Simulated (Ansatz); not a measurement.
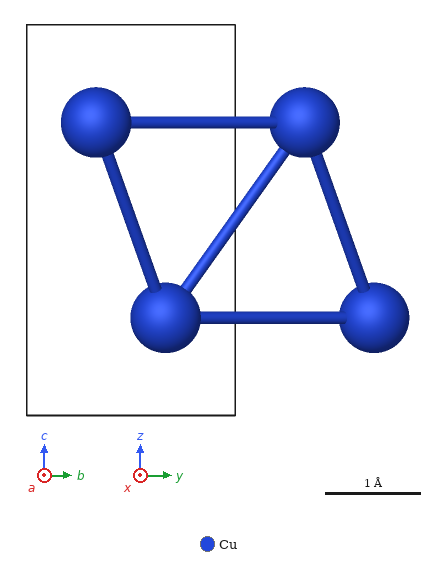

Energy scan for solid Cu (P6_3/mmc), in which the cell is strained along y alone, with the atoms kept at their fractional coordinates. x, y and z are the Cartesian axes of the input. The picture shows the reference cell. A ball-and-stick model of the cell of the calculation, repeated 2 × 2 × 1 with one cell outlined, seen along the a axis.

Computed with Ansatz 0.2.0, DFT r2SCAN, scalar-relativistic, plane waves, PAW. Settings: plane-wave cutoff 500 eV; k-point mesh 24 × 24 × 12; occupations gaussian; smearing width 0.15 eV; no spin polarisation. Energies (free energies at the smearing named) are counted from the cell as listed in its source, which wasn't relaxed.

The input:
```yaml
crystal:
  lattice:
    - [2.5340966698, 0.0, 0.0]
    - [-1.2670483349, 2.1945920917, 0.0]
    - [0.0, 0.0, 4.112571]
  atoms:
    - { symbol: Cu, position: [0.3333333333, 0.6666666667, 0.25] }
    - { symbol: Cu, position: [0.6666666667, 0.3333333333, 0.75] }
basis:
  ecutwfc: 500
kpoints:
  mp_grid: { grid: [24, 24, 12] }
hamiltonian:
  xc: r2scan
scf:
  occupations: { method: gaussian, width: 0.15 }
output:
  forces: true
  stress: true
  eigenvalues: true
```

Launched with:
```bash
ansatz run input.yaml --threads 1 --pin off --max-ram 2560MiB --backend cpu --events-out ev --progress --plain --runs-dir out
```

### What energies does the calculation give (the strain: −0.040, −0.030, −0.020, 0.000, 0.010, 0.030, 0.040)?

```
strain  E − E(ref) (meV/atom)
−0.040                   15.3
−0.030                    8.2
−0.020                    3.3
 0.000                    0.0
 0.010                    1.2
 0.030                    8.7
 0.040                   14.7
```

Of the computed points the lowest is at the strain 0.00, 0.0 meV/atom. The end points stand at 15.3 meV/atom (−0.04) and 14.7 meV/atom (0.04). The curvature at zero strain, (1/V) d²E/dε², is about 260 GPa; it is C₂₂ with clamped ions. The distortion takes the space group from P6_3/mmc to Cmcm. At the strain −0.04 the cell of the drawing goes b 2.534 → 2.458 Å, γ 120.0° → 121.0°.

As a plot:

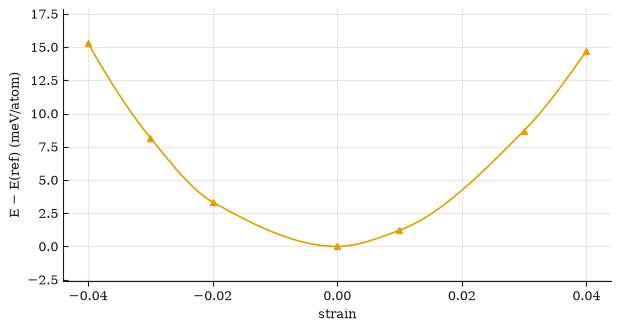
